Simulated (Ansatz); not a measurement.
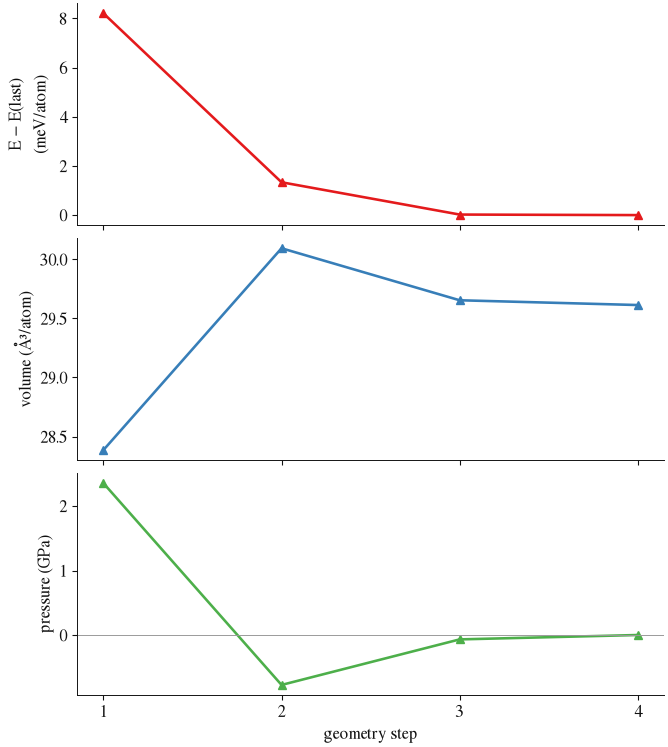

History of a geometry optimisation. Atoms and cell relax. A closing SCF on a freshly chosen basis isn't drawn.

```
crystal:
  lattice:
    - [0.0, 3.050473, 3.050473]
    - [3.050473, 0.0, 3.050473]
    - [3.050473, 3.050473, 0.0]
  atoms:
    - { symbol: Hg, position: [0.0, 0.0, 0.0] }
    - { symbol: Se, position: [0.25, 0.25, 0.25] }
  symmetry: { tolerance: 0.0003 }
kpoints:
  mp_grid: { grid: [5, 5, 5], shift: [0, 0, 0] }
magnetization:
  spin_polarized: false
scf:
  occupations: { method: tetrahedron }
  lower_state_search: "off"
hamiltonian:
  pseudopotentials: { kind: paw }
  xc: r2scan
basis:
  ecutwfc: "33.1 Ry"
output:
  forces: true
  stress: true
  eigenvalues: true
relax:
  max_steps: 40
  cell: {}
```

Run as:
```bash
ansatz run input.yaml --threads 1 --pin off --max-ram 2560MiB --backend cpu --events-out ev --progress --plain --runs-dir out
```

How did it end, and what did it gain?

Answer. The optimisation met its thresholds at geometry 4, counting the start as the first. The energy fell by about 8.2 meV/atom from the first step to the last. All forces vanish by symmetry, so only the cell moves.

Was the starting cell too large or too small?

Answer. The volume grows from 28.4 to 29.6 Å³ per atom (+4 %), overshooting to 30.1 at step 2, as the pressure goes from 2.4 GPa to about 0 GPa. The start was compressed.
